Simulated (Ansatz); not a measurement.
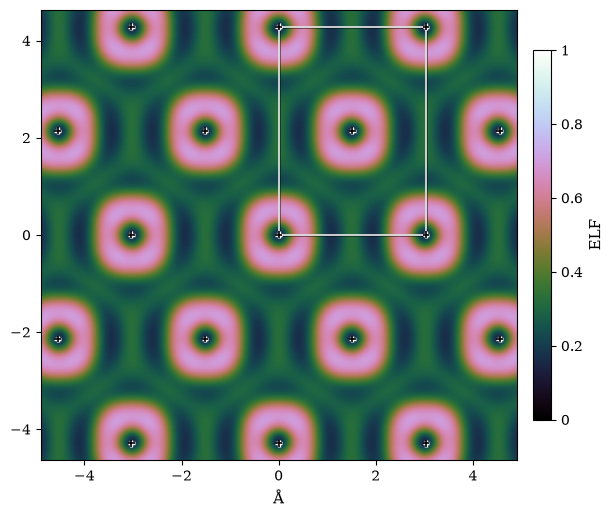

The ELF on a plane through atoms (crosses mark nuclei in the plane).

All numbers below come from Ansatz, DFT, r2SCAN0, plane waves (500 eV) with PAW, scalar-relativistic.

Candidates:
A. Li, a = 5.94 Å, b = 5.94 Å, c = 5.94 Å, α = 90.00°, β = 90.00°, γ = 90.00°. Space group Fd-3m; set up as Li, diamond; a generated structure, not necessarily the stable one.
B. Ru, a = 3.03 Å, b = 3.03 Å, c = 3.03 Å, α = 90.00°, β = 90.00°, γ = 90.00°. Space group Im-3m; set up as Ru, bcc; a generated structure, not necessarily the stable one; computed without spin polarisation.

Which system is this?

Answer. Candidate B: Ru on the (101̄) plane of the conventional cell, which holds Ru. Ru–Ru (2.63 Å): the ELF is about 0.30 at the midpoint; no shared electron pair shows on this line.
